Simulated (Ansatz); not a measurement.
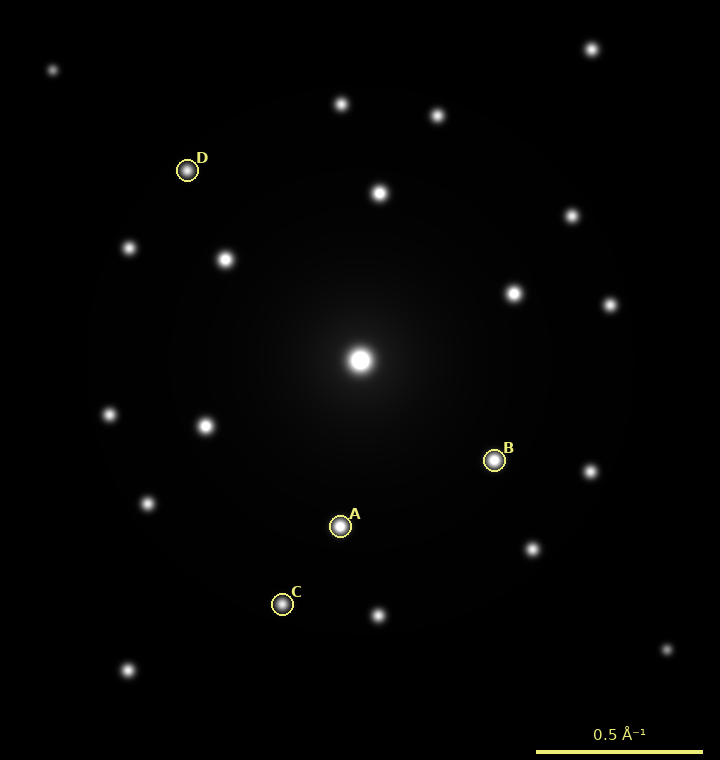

The pattern is a kinematic simulation for 100 kV electrons (no multiple scattering; isotropic B = 0.5 Å²). The zone axis points towards the electron source and the pattern is seen from the source side.

Crystal: Rh, space group Pm-3n (No. 223), a = 4.82 Å. Structure: the end point of a relaxation with DFT, PBEsol, plane waves (420 eV) with PAW, scalar-relativistic in Ansatz; the starting structure was generated, so it need not be a known form of this composition.

```
Rh
1.0
     4.81987    0.00000    0.00000
     0.00000    4.81987    0.00000
     0.00000    0.00000    4.81987
Rh
8
Direct
  0.00000 0.00000 0.00000
  0.50000 0.50000 0.50000
  0.25000 0.00000 0.50000
  0.75000 0.00000 0.50000
  0.50000 0.25000 0.00000
  0.50000 0.75000 0.00000
  0.00000 0.50000 0.25000
  0.00000 0.50000 0.75000
```

Spot A is indexed -2 1 1 and spot B -1 -1 2.

What are the indices of the remaining marked spots?

Answer. C = (5/3)A − (1/3)B = -3 2 1 (d = 1.288 Å). D = −(1/3)A − (4/3)B = 2 1 -3 (d = 1.288 Å).

Give [uvw].

Answer. The cross product of A and B is parallel to [111]; every spot obeys hu + kv + lw = 0.
